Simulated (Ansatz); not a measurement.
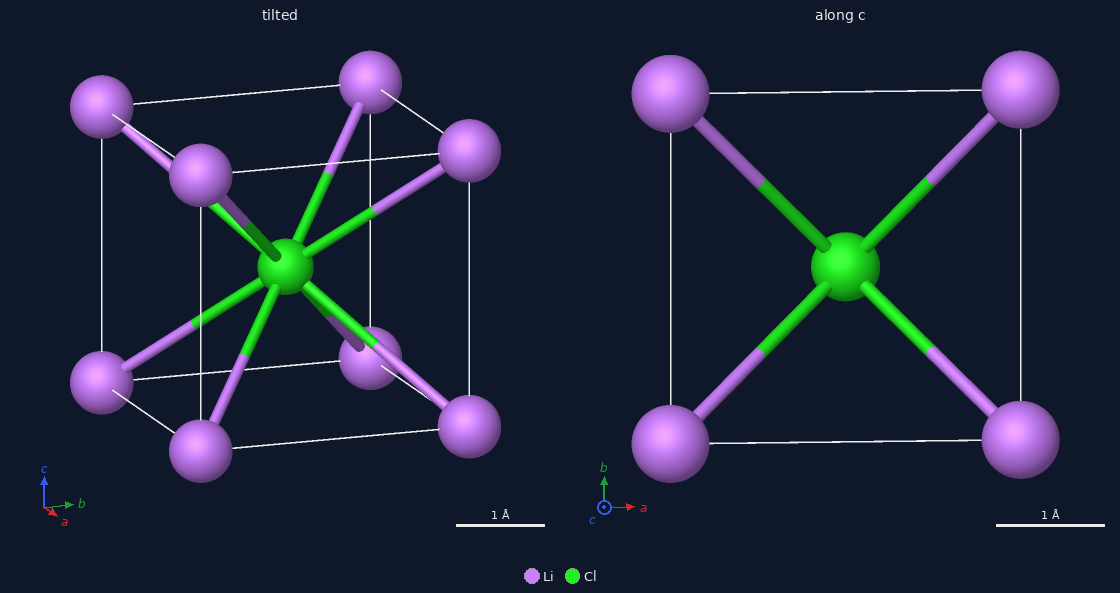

A ball-and-stick rendering, viewed slightly off an axis and along the c axis. Lines trace the edges of the unit cell.

LiCl, a = 3.271 Å, b = 3.271 Å, c = 3.271 Å, α = 90.00°, β = 90.00°, γ = 89.32°. Strictly the space group is Cmmm (No. 65, within 0.01 Å). It is a distorted form of a primitive cubic structure, space group Pm-3m (No. 221) within 0.25 Å: caesium chloride (CsCl, B2) type. The structure comes from a structure type filled with these elements by a generator (whether the compound takes this form wasn't checked). The cell was then strained or its atoms displaced on purpose. Ansatz was used for an electronic-structure calculation on it.

This one geometry was computed with Ansatz (DFT, plane waves, PAW) at three levels of theory: PBE, r2SCAN and HSE06. It was relaxed with r2SCAN and then strained.

### How does the band gap change with the level of theory?

PBE: a gap of 4.42 eV, indirect; r2SCAN: a gap of 5.25 eV, indirect; HSE06: a gap of 5.68 eV, indirect.

### Collect the results in a table.

| level | cutoff (eV) | k-mesh of the run's cell | gap (eV) | pressure (GPa) |
| --- | --- | --- | --- | --- |
| PBE | 420 | 8×8×8 | 4.42 | 0.3 |
| r2SCAN | 500 | 8×8×8 | 5.25 | 0.0 |
| HSE06 | 420 | 6×6×6 | 5.68 | -0.2 |

Gaps are taken on the k-mesh or band path of each run.
